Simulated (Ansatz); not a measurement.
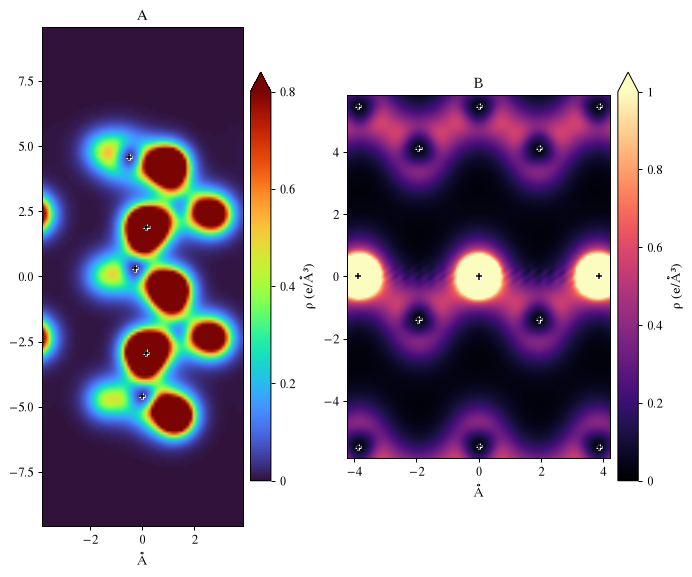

The valence pseudo-density of 2 systems, each on a plane through atoms (crosses mark nuclei in the plane).

The calculation used DFT PBEsol, scalar-relativistic, plane waves, PAW in Ansatz.

System 1: SiO2 (slab), the (100) plane of the calculation cell, a cut from vacuum to vacuum. 

```
CELL_PARAMETERS angstrom
5.02689 0.00000 0.00000
0.00000 7.00564 0.00000
0.00000 0.00000 26.54106
ATOMIC_POSITIONS crystal
O 0.79264 0.21694 0.29810
Si 0.19589 0.78384 0.32691
O 0.89390 0.83151 0.32069
O 0.40982 0.93919 0.31619
Si 0.71247 0.03708 0.32699
O 0.27513 0.56986 0.33964
O 0.71123 0.05602 0.38991
Si 0.29334 0.49238 0.39834
O 0.59269 0.42814 0.41091
O 0.09168 0.31956 0.40928
Si 0.78960 0.24757 0.42032
O 0.21818 0.68941 0.42882
O 0.77489 0.18986 0.47998
Si 0.20349 0.75104 0.48843
O 0.90523 0.82386 0.50070
O 0.40523 0.92614 0.49930
Si 0.70349 0.99896 0.51157
O 0.27489 0.56014 0.52002
O 0.71818 0.06060 0.57118
Si 0.28960 0.50243 0.57968
O 0.59168 0.43044 0.59072
O 0.09269 0.32186 0.58909
Si 0.79334 0.25762 0.60166
O 0.21123 0.69398 0.61009
O 0.77513 0.18014 0.66036
Si 0.21247 0.71292 0.67301
O 0.90983 0.81081 0.68381
O 0.39391 0.91849 0.67931
Si 0.69590 0.96616 0.67309
O 0.29264 0.53305 0.70190
```

System 2: Si13Ge3, the (101̄) plane of the conventional cell. Space group Cm; a generated structure, not necessarily the stable one.

```xyz
32
Lattice="5.4713 -5.4713 10.9440 5.4737 5.4737 0.0000 -5.4721 5.4721 0.0007" Properties=species:S:1:pos:R:3 pbc="T T T"
Ge   -1.3845    1.3845    1.3522
Ge    4.0880    1.3856    6.8242
Ge    1.3682    4.1055    1.3687
Ge    1.3670   -1.3670    6.8407
Si    1.3831    1.3841    4.1192
Si    6.8556    1.3852    9.5911
Si    4.0896    4.0906    4.1192
Si    4.0884   -1.3819    9.5911
Si   -1.3672    4.1054    4.1038
Si    4.1053    4.1065    9.5757
Si    1.3683    6.8409    4.1038
Si    1.3671    1.3684    9.5757
Si   -4.0891    4.0891    1.3534
Si    1.3834    4.0903    6.8254
Si   -1.3666    6.8403    1.3693
Si   -1.3678    1.3678    6.8413
Si    2.7360    0.0002    5.4424
Si    8.2084    0.0014   10.9144
Si    5.4734    2.7377    5.4424
Si    5.4723   -2.7348   10.9144
Ge    0.0165   -0.0165    2.7520
Ge    5.4890   -0.0153    8.2240
Si    2.7521    2.7215    2.7504
Si    2.7510   -2.7510    8.2224
Si   -2.7519    2.7519    2.7512
Si    2.7206    2.7530    8.2232
Si   -0.0147    5.4884    2.7508
Si   -0.0159    0.0159    8.2228
Si    0.0013    8.2093    0.0020
Si    0.0001    2.7368    5.4740
Si   -2.7356    5.4723    0.0020
Si    2.7369    5.4735    5.4740
```

Question: Which map belongs to which system?

Answer: Panel A is system 1, SiO2: the plane holds Si and O. Si–O (1.64 Å): the density is about 1.2 e/Å³ at the midpoint. Panel B is system 2, Si13Ge3: the plane holds Ge and Si. Si–Si (2.36 Å): ρ at the midpoint is about 0.56 e/Å³.
